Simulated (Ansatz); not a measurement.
**Single-point calculation of GdN**

GdN (P-6m2, 2 atoms in the cell), computed with DFT, LDA, plane waves, PAW, Ueff = 6 eV on Gd f, spin-polarised (Ansatz 0.2.0).

The structure was built on a prototype by a generator; it need not be a known phase. Figures and captions count atoms from 1; the log counts them from 0 in places.

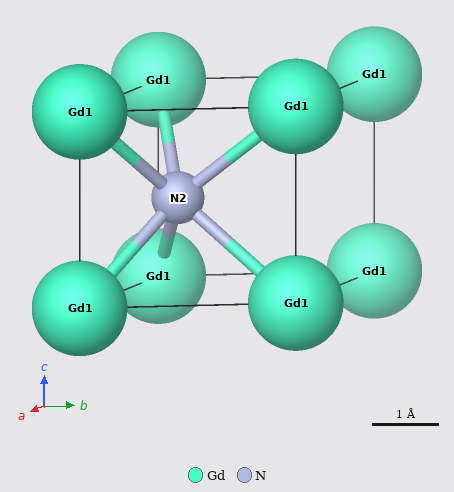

*The structure (ball-and-stick view of the cell of the calculation, seen slightly off an axis; atoms are numbered from 1 in the order of the input). An atom can appear more than once, as a periodic image.*

Near neighbours in the periodic cell (some may lie outside the picture): Gd has 6 N at 2.45 Å; N has 6 Gd at 2.45 Å.

Key numbers

```json
{"quantity": "outcome", "value": "converged"}
{"quantity": "space group (tolerance 0.01 Å)", "value": "P-6m2 (187)"}
{"quantity": "electrons treated", "value": "23"}
{"quantity": "free energy", "value": "−9503.0266 eV"}
{"quantity": "Fermi energy", "value": "15.445 eV"}
{"quantity": "net moment of the cell", "value": "7.01 μB"}
{"quantity": "integrated absolute moment", "value": "7.18 μB"}
{"quantity": "pressure", "value": "−0.34 GPa"}
{"quantity": "largest force (length of the vector)", "value": "under 0.001 eV/Å"}
{"quantity": "hardware", "value": "4 threads of Arm Neoverse V1, 112 GiB of memory available, shared host"}
{"quantity": "wall time", "value": "1.6 s (CPU time 3.9 s)"}
{"quantity": "peak memory", "value": "0.32 GiB"}
```

Remarks

Settings chosen away from the usual ones: scf.eigensolver.kind = "davidson", kpoints.mp_grid.grid = [3, 3, 3]. These settings are looser than, or depart from, a standard set-up, so the numbers are not reference values for this system. DFT+U on an f shell has many self-consistent states, and spin–orbit coupling is left out here.

Input file
```yaml
crystal:
  lattice:
    - [3.339422937526, 2.886754436856e-11, 0.0]
    - [-1.669711468788, 2.892025097863, 0.0]
    - [0.0, 0.0, 3.037947073]
  atoms:
    - { symbol: Gd, position: [-3.700743415525e-17, 1.345246525752e-43, 0.0], spin: 7.0 }
    - { symbol: "N", position: [0.6666666666667, 0.3333333333333, 0.5] }
basis:
  ecutwfc: 420
  ecutrho_ratio: 4
kpoints:
  mp_grid: { grid: [3, 3, 3] }
hamiltonian:
  xc: lda
  hubbard: { sites: [{ species: Gd, l: f, u_eff: 6.0 }] }
scf:
  occupations: { method: gaussian, width: 0.05 }
  eigensolver: { kind: davidson }
output:
  forces: true
  stress: true
  write_density: true
  write_potential: true
  elf: true
  volumetric_format: npy
magnetization:
  spin_polarized: true
```

Launch command:
```bash
ansatz run input.yaml --threads 4 --pin off --max-ram 9216MiB --backend cpu --events-out ev --progress --plain --runs-dir out
```

Output
```
Gd: projections on atomic orbitals take those of the free atom [Kr 4d10] 4f7 5s2 5p6 5d1 6s2, of charge +0.00 (hamiltonian.pseudopotentials.projection_atoms); the dataset's partial waves leave at most 2.5e-4 of an orbital's norm unspanned inside its sphere
N: projections on atomic orbitals take those of the free atom [He] 2s2 2p3, of charge +0.00 (hamiltonian.pseudopotentials.projection_atoms); the dataset's partial waves leave at most 9.3e-9 of an orbital's norm unspanned inside its sphere
Engine: ansatz 0.2.0, aarch64-unknown-linux-gnu
Pseudopotentials: kind: paw
Pseudopotential: Gd, paw, valence charge 18, recommended cutoff 420 eV (normal), Gd.paw.azcp
Pseudopotential: N, paw, valence charge 5, recommended cutoff 420 eV (normal), N.paw.azcp
Functional definition: SPW92
  exchange = slater_x
  correlation = pw_c
davidson cushion auto → off  (block headroom 4 ≥ Hubbard manifold empty extent 4; pin scf.eigensolver.cushion to override)
Crystal: 2 atoms, lattice volume = 29.340 Å³
Basis set: ecut = 420 eV, 575 PW (Γ)
Bands: 19, of which v1, the nominal top of the filled ones, is band 12 counted from 1 (11 counted from 0)
Symmetry: 12 space group operations
Space group: P-6m2 (ITA 187), of the structure as read, at distance tolerance 3.1e-5 Å
Magnetic group: BNS 187.209 (UNI 1439), of the structure as read, at distance tolerance 3.1e-5 Å
k-points: 6 of 27 (time reversal used)
Non-local potential: Gd, projectors of the file, l = 0: 3, l = 1: 2, l = 2: 2, l = 3: 3
Non-local potential: N, projectors of the file, l = 0: 2, l = 1: 2, l = 2: 1
PAW form: soft (Blöchl's): semilocal exchange-correlation on the pseudo side does not see the compensation charge
PAW frozen core: Gd, regenerated for the run's functional, and the local potential with it (the file was generated under x = pbe(κ = 0.804, μ = 0.2195149727645171), c = pbe(β = 0.06672455060314922))
PAW frozen core: N, regenerated for the run's functional, and the local potential with it (the file was generated under x = pbe(κ = 0.804, μ = 0.2195149727645171), c = pbe(β = 0.06672455060314922))
PAW one-centre angular grid: Gd, 590 points (default); XC on 64 Gauss nodes
PAW one-centre angular grid: N, 110 points (default); XC on 64 Gauss nodes
Initial density: superposition of atomic densities (chi_scale 0.1, normalization cell, long waves kept (reshape's long-wave potential 0.00 eV rms))
Starting moments: Σ|m| = 7 μB on 1 of 2 sites
Initial wavefunctions: pseudopotential atomic-orbital guess
Functional: x = slater, c = lda
iter 1 solved again at ethr=4.46e-3 eV; its pass at ethr=1.00e-1 eV (dr2=1.02e0 eV) is discarded
SCF iter   1: F=—  HF=-9502.479791 eV  |F-HF|=—  |Δ(HF+E_count)|=         —  Δρ=5.61e-2 (↑2.91e-2 ↓5.61e-2)  dr2=1.00e0  dr2_m=3.23e-1  M=7.000 μB ∫|m|=7.112 μB  β_m=0.30  ethr=4.46e-3  ⟨swp⟩=3.2  Hψ=1052  notcnv=0
Mixer restart at iter 1: flushing history
preconditioner: auto → none  [insulator: Δε(μ)=0.267 eV  Ē_g=14.289 eV  σ=0.050 eV  W_gap=1.00  n_scr=8 (ndim 8)  ℏωp=31.4 eV  f_vac=0.000  D(μ)=0.00/eV (n_scr^D=0)  ε∞_Penn≈5.8]
SCF iter   2: F=—  HF=-9502.652339 eV  |F-HF|=—  |Δ(HF+E_count)|=   1.73e-1  Δρ=3.72e-2 (↑2.74e-2 ↓3.72e-2)  dr2=2.13e-1  dr2_m=1.87e-1  M=7.014 μB ∫|m|=7.138 μB  β_m=0.46  ethr=4.36e-3  ⟨swp⟩=3.1  Hψ=520  notcnv=0
SCF iter   3: F=—  HF=-9502.860991 eV  |F-HF|=—  |Δ(HF+E_count)|=   2.09e-1  Δρ=2.44e-2 (↑1.11e-2 ↓2.44e-2)  dr2=1.50e-1  dr2_m=6.43e-2  M=7.000 μB ∫|m|=7.174 μB  β_m=0.59  ethr=9.27e-4  ⟨swp⟩=3.3  Hψ=540  notcnv=0  defer=1
iter 4 solved again at ethr=4.94e-5 eV; its pass at ethr=6.53e-4 eV (dr2=1.14e-2 eV) is discarded
SCF iter   4: F=—  HF=-9503.025714 eV  |F-HF|=—  |Δ(HF+E_count)|=         —  Δρ=3.93e-3 (↑1.93e-3 ↓3.93e-3)  dr2=1.12e-2  dr2_m=5.82e-4  M=7.027 μB ∫|m|=7.189 μB  β_m=0.59  ethr=4.94e-5  ⟨swp⟩=3.7  Hψ=1052  notcnv=0  defer=1
Mixer restart at iter 4: flushing history
SCF iter   5: F=—  HF=-9503.029602 eV  |F-HF|=—  |Δ(HF+E_count)|=   3.89e-3  Δρ=5.13e-3 (↑3.44e-3 ↓5.13e-3)  dr2=2.36e-2  dr2_m=2.62e-4  M=7.001 μB ∫|m|=7.202 μB  β_m=0.39  ethr=4.87e-5  ⟨swp⟩=4.2  Hψ=539  notcnv=0  defer=1
SCF iter   6: F=—  HF=-9503.025738 eV  |F-HF|=—  |Δ(HF+E_count)|=   3.86e-3  Δρ=1.51e-3 (↑6.03e-4 ↓1.51e-3)  dr2=7.13e-4  dr2_m=1.59e-4  M=7.020 μB ∫|m|=7.188 μB  β_m=0.48  ethr=4.87e-5  ⟨swp⟩=3.7  Hψ=488  notcnv=0
SCF iter   7: F=—  HF=-9503.026475 eV  |F-HF|=—  |Δ(HF+E_count)|=   7.37e-4  Δρ=4.86e-4 (↑1.85e-4 ↓4.86e-4)  dr2=4.51e-5  dr2_m=2.37e-5  M=7.015 μB ∫|m|=7.184 μB  β_m=0.52  ethr=3.10e-6  ⟨swp⟩=4.5  Hψ=445  notcnv=0
SCF iter   8: F=—  HF=-9503.026617 eV  |F-HF|=—  |Δ(HF+E_count)|=   1.43e-4  Δρ=1.77e-4 (↑1.48e-4 ↓1.77e-4)  dr2=1.49e-6  dr2_m=6.35e-6  M=7.013 μB ∫|m|=7.181 μB  β_m=0.76  ethr=1.96e-7  ⟨swp⟩=4.0  Hψ=505  notcnv=0
SCF iter   9: F=—  HF=-9503.026644 eV  |F-HF|=—  |Δ(HF+E_count)|=   2.64e-5  Δρ=9.06e-5 (↑4.05e-5 ↓9.06e-5)  dr2=9.81e-7  dr2_m=9.23e-7  M=7.011 μB ∫|m|=7.178 μB  β_m=0.85  ethr=6.49e-9  ⟨swp⟩=5.1  Hψ=599  notcnv=0
SCF iter  10: F=—  HF=-9503.026645 eV  |F-HF|=—  |Δ(HF+E_count)|=   1.29e-6  Δρ=2.92e-5 (↑1.97e-5 ↓2.92e-5)  dr2=1.11e-7  dr2_m=1.37e-7  M=7.010 μB ∫|m|=7.177 μB  β_m=0.92  ethr=4.27e-9  ⟨swp⟩=3.5  Hψ=426  notcnv=0
SCF iter  11: F=-9503.026645 eV  HF=-9503.026645 eV  |F-HF|=1.21e-8  |Δ(HF+E_count)|=   2.62e-7  Δρ=1.16e-5 (↑6.80e-6 ↓1.16e-5)  dr2=2.03e-8  dr2_m=1.90e-8  M=7.010 μB ∫|m|=7.176 μB  ethr=4.81e-10  ⟨swp⟩=4.5  Hψ=563  notcnv=0
SCF 1 converged in 11 iterations: F = -9503.026645 eV  dr2 = 2.03e-8
  Residual-converged pass: ⟨swp⟩=6.4  Hψ=858  notcnv=0  max |occ|·‖R‖ = 1.0e-8 eV (tolerance 1.0e-8 eV)  dr2=2.08e-8  dr2_m=1.94e-8  dr2_onsite=3.65e-8  max |Δocc| = 5.9e-10
  greatest PAW one-centre occupation: 0.998 electrons in one spin orbital (limit 2), on the Gd atom at site 0 (counted from 0), in its partial waves of l = 0
```

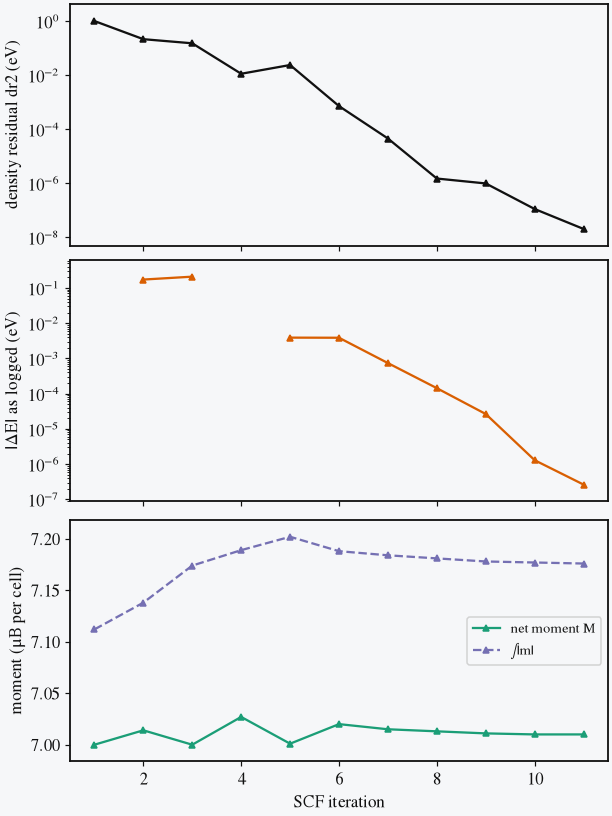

*Convergence of the self-consistent field: density residual dr2, size of the energy change and magnetic moment against the SCF iteration.*

The residual comes down, with one marked jump up, by a factor of about 2, at step 5. The net moment stays at 7.0 μB per cell.

```
SCF converged after 11 iterations
Magnetization: 7.0100 μB (15.0050 up, 7.9950 down)
Absolute magnetization: 7.1761 μB (∫|ρ↑−ρ↓|, with the PAW one-centre terms)
Spin contamination: 0.0151 ħ² per cell (⟨S²⟩ above its minimum at these occupations)
Per-site moments (μB) at R_I (Å): [(6.908951757799151, 1.0124777941318), (-0.07968291956558757, 1.0124777941318)]
Free energy (F): -9503.026645 eV
Harris-Foulkes:  -9503.026645 eV  (|F-HF|=1.21e-8)
Internal energy: -9503.025539 eV  (E = F + TS)
E sigma→0 (E₀):  -9503.026092 eV
Entropy (-TS):   -0.001106 eV (-0.553 meV/atom)
Fermi energy:    15.444945 eV
--- Per-component energies (eV) ---
  E_band       = 62.266893
  E_kinetic    = 539.115590
  E_local      = -1871.755261  (includes V_loc(G=0)·N_el)
  E_nonlocal   = 338.614633
  E_hartree    = 768.118707
  E_xc         = -294.226360
  E_vxc        = -332.898381  (∫ρ·V_xc dr)
  E_hubbard    = 0.179108  (on-site DFT+U / exact-exchange correction)
  E_vhub       = -20.762069  (the Hubbard potential's part of the band-sum identity)
  E_paw        = -6361.762799  (= ΣΔE_a)
  E_vpaw       = -126.288674  (= ΣTr[D̂ρ^β])
  E_aug_tail   = 0.000088  (compensation charges beyond the density's cutoff)
  E_ewald      = -2622.668322
  E_core_change = 1.359077  (= ΣΔE_core)
  E_smearing   = -0.001106  (= −TS)
  E_closure    = -0.000000  (closes the sum)
  Σ components = -9503.026645   (vs F -9503.026645, Δ=0.00e0)
--- Forces (eV/Å), atoms counted from 1 ---
  atom   1  Gd     0.00000000    -0.00000000     0.00000000
  atom   2  N      0.00000000    -0.00000000     0.00000000
  max |Σ_I F_I| component: 1.85e-16 eV/Å
--- Stress (GPa, compression-positive) ---
       -0.337311       0.000000       0.000000
        0.000000      -0.337311       0.000000
        0.000000       0.000000      -0.337626
  P = ⅓ Tr σ = -0.3374 GPa (-3.374 kbar)
--- Band table (eV; the first three rows and the last of 12) ---
  k-point 0 ↑: bands = ["-28.8075", "-5.7629", "-5.7629", "-5.4751", "2.2673", "8.5448", "8.6330", "8.6330", "8.7116", "8.7268", "8.7268", "8.7986", "13.5686", "13.5686", "14.6868", "15.8250", "18.5785", "21.3687", "21.3687"]
  k-point 1 ↑: bands = ["-28.6818", "-6.9852", "-5.6173", "-5.6173", "3.8343", "8.4543", "8.5871", "8.5871", "8.6461", "8.7843", "8.7843", "8.8006", "11.7034", "14.2577", "14.2577", "18.4432", "18.4432", "19.4435", "21.6105"]
  k-point 2 ↑: bands = ["-28.7171", "-6.8328", "-5.9819", "-5.3448", "3.4249", "8.5578", "8.5974", "8.6505", "8.6642", "8.7063", "8.7750", "8.8165", "11.7842", "14.5176", "14.7728", "15.5158", "20.1294", "22.0715", "22.1989"]
  k-point 5 ↓: bands = ["-25.6088", "-4.5062", "-4.4486", "-4.2916", "3.4352", "11.6488", "13.1674", "14.6587", "18.3857", "19.3852", "19.5461", "19.5643", "19.6444", "19.8003", "19.8508", "20.0567", "22.8929", "23.2264", "23.7628"]
Occupation matrices written to [file]
```

File rho_z.tsv
```
# z_ang	rho[e/angstrom^3]	rho_spin[e/angstrom^3]
# format = ansatz-planar-average/11
# lattice	3.339422938	0.000000000	0.000000000
# lattice	-1.669711469	2.892025098	0.000000000
# lattice	0.000000000	0.000000000	3.037947073
# sites	2
# site	64	-0.000000000	-0.000000000	0.000000000
# site	7	1.669711469	0.964008366	1.518973537
0.000000	1.603429e0	9.520149e-1
0.126581	1.537025e0	8.754214e-1
0.253162	1.352242e0	6.782979e-1
0.379743	1.093116e0	4.390597e-1
0.506325	8.244141e-1	2.358690e-1
0.632906	6.059317e-1	1.065973e-1
0.759487	4.684405e-1	4.332392e-2
0.886068	4.121561e-1	1.760602e-2
1.012649	4.218746e-1	6.571838e-3
1.139230	4.739523e-1	2.914610e-4
1.265811	5.364023e-1	-3.558249e-3
1.392392	5.813652e-1	-5.395283e-3
1.518974	5.969162e-1	-5.862739e-3
1.645555	5.813652e-1	-5.395283e-3
1.772136	5.364023e-1	-3.558249e-3
1.898717	4.739523e-1	2.914610e-4
2.025298	4.218746e-1	6.571838e-3
2.151879	4.121561e-1	1.760602e-2
2.278460	4.684405e-1	4.332392e-2
2.405041	6.059317e-1	1.065973e-1
2.531623	8.244141e-1	2.358690e-1
2.658204	1.093116e0	4.390597e-1
2.784785	1.352242e0	6.782979e-1
2.911366	1.537025e0	8.754214e-1
```

File v_z.tsv
```
# z_ang	v_es[eV]	v_tot_up[eV]	v_tot_dn[eV]
# format = ansatz-planar-average/11
# xc	lda
# density_cutoff_ev	1680
# datasets	Gd=:simpson_from_first_knot:soft:shift=-1950392	N=:simpson_from_first_knot:soft:shift=-528844
# lattice	3.339422938	0.000000000	0.000000000
# lattice	-1.669711469	2.892025098	0.000000000
# lattice	0.000000000	0.000000000	3.037947073
# sites	2
# site	64	-0.000000000	-0.000000000	0.000000000
# site	7	1.669711469	0.964008366	1.518973537
0.000000	6.406470e-1	-1.310884e1	-1.272196e1
0.126581	9.874393e-1	-1.268759e1	-1.230331e1
0.253162	1.989904e0	-1.145708e1	-1.108189e1
0.379743	3.551417e0	-9.521408e0	-9.163930e0
0.506325	5.545249e0	-7.056369e0	-6.726596e0
0.632906	7.820593e0	-4.299524e0	-4.008745e0
0.759487	1.009874e1	-1.620386e0	-1.380560e0
0.886068	1.175533e1	2.982390e-1	4.787656e-1
1.012649	1.237393e1	1.030211e0	1.152706e0
1.139230	1.206863e1	7.232467e-1	7.998113e-1
1.265811	1.130205e1	-1.030544e-1	-5.498277e-2
1.392392	1.062325e1	-8.432855e-1	-8.084622e-1
1.518974	1.036282e1	-1.128544e0	-1.097237e0
1.645555	1.062325e1	-8.432855e-1	-8.084622e-1
1.772136	1.130205e1	-1.030544e-1	-5.498277e-2
1.898717	1.206863e1	7.232467e-1	7.998113e-1
2.025298	1.237393e1	1.030211e0	1.152706e0
2.151879	1.175533e1	2.982390e-1	4.787656e-1
2.278460	1.009874e1	-1.620386e0	-1.380560e0
2.405041	7.820593e0	-4.299524e0	-4.008745e0
2.531623	5.545249e0	-7.056369e0	-6.726596e0
2.658204	3.551417e0	-9.521408e0	-9.163930e0
2.784785	1.989904e0	-1.145708e1	-1.108189e1
2.911366	9.874393e-1	-1.268759e1	-1.230331e1
```
